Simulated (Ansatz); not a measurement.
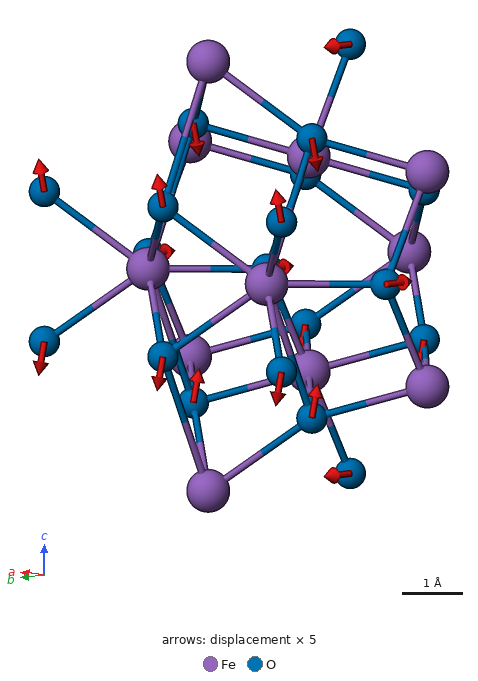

This is a relaxation of solid Fe2O3 (built on the database_63 type) (coarse preliminary run). The starting structure is drawn; red arrows show the displacements (the part carried along by the change of the cell is left out), magnified 5 times.

The picture is a ball-and-stick view of the atoms within 4.2 Å of the atom that moves most (axes of the conventional cell (2 times the calculation's cell)), seen from a free direction. Lengths and directions refer to the drawn axes.

Case: structure listed in a database for this formula (Cmcm, No. 63).

The calculation used DFT PBE, scalar-relativistic, plane waves, PAW in Ansatz 0.2.0.

Input file:
```yaml
crystal:
  lattice:
    - [1.436167, -4.763684, 0.0]
    - [1.436167, 4.763684, 0.0]
    - [0.0, 0.0, 7.311786]
  atoms:
    - { symbol: Fe, position: [0.0, 0.0, 0.0], spin: 3.52 }
    - { symbol: Fe, position: [0.0, 0.0, 0.5], spin: 3.52 }
    - { symbol: Fe, position: [0.751053, 0.248947, 0.75], spin: 3.93 }
    - { symbol: Fe, position: [0.248947, 0.751053, 0.25], spin: 3.93 }
    - { symbol: O, position: [0.102814, 0.897186, 0.75], spin: 0.3 }
    - { symbol: O, position: [0.897186, 0.102814, 0.25], spin: 0.3 }
    - { symbol: O, position: [0.36101, 0.63899, 0.924667], spin: 0.37 }
    - { symbol: O, position: [0.63899, 0.36101, 0.075333], spin: 0.37 }
    - { symbol: O, position: [0.36101, 0.63899, 0.575333], spin: 0.37 }
    - { symbol: O, position: [0.63899, 0.36101, 0.424667], spin: 0.37 }
basis:
  ecutwfc: 420
kpoints:
  mp_grid: { grid: [6, 6, 4] }
hamiltonian:
  xc: pbe
scf:
  occupations: { method: gaussian, width: 0.1 }
  lower_state_search: "off"
output:
  forces: true
  stress: true
  eigenvalues: true
  populations: true
magnetization:
  spin_polarized: true
relax:
  adjacent_minimum: "off"
  f_tol: 0.04
  max_steps: 70
  cell: { stress_tol: 0.4 }
```

Launched with:
```bash
ansatz run input.yaml --threads 1 --pin off --max-ram 2560MiB --backend cpu --events-out ev --progress --plain --runs-dir out
```

Question: Which element moves most?

Answer: Oxygen: up to 0.13 Å, against 0.01 Å for iron.

Question: Describe the change and its energy.

Answer: Over 8 accepted moves (10 points after the start) the energy falls by 96.7 meV per atom. Largest force component: 0.5 eV/Å at the start, 0.0012 eV/Å at the end. Pressure: −8.54 GPa at the start and 0.07 GPa at the end. The SCF was repeated twice at an unchanged geometry on a basis and grid sized afresh for the cell, which shifted the energy by 3.2 meV per atom at most. The largest moves relative to the cell, 0.13 Å, are those of O5 and O6. O6 goes along −b. By element the largest moves are O 0.13 Å, Fe 0.01 Å. The volume changes by −10.8 %, with a 2.872 → 2.784 Å (−3.1 %), b 9.527 → 9.262 Å (−2.8 %), c 7.312 → 6.924 Å (−5.3 %). Near-neighbour distances that change, for instance: Fe3–O10 2.607 → 2.393 Å, Fe1–O5 2.074 → 1.918 Å, Fe1–O7 2.030 → 1.920 Å, Fe4–O6 2.014 → 2.055 Å. Among the angles between lasting bonds that change: O6–Fe4–O6 91.0° → 85.3°, Fe4–O6–Fe4 91.0° → 85.3°, Fe1–O6–Fe2 123.6° → 129.0°. The space group stays Cmcm (No. 63). The run took 7.6 min on 1 thread of Intel(R) Xeon(R) Platinum 8488C (Sapphire Rapids), with other jobs on the host, peak memory 0.73 GiB.
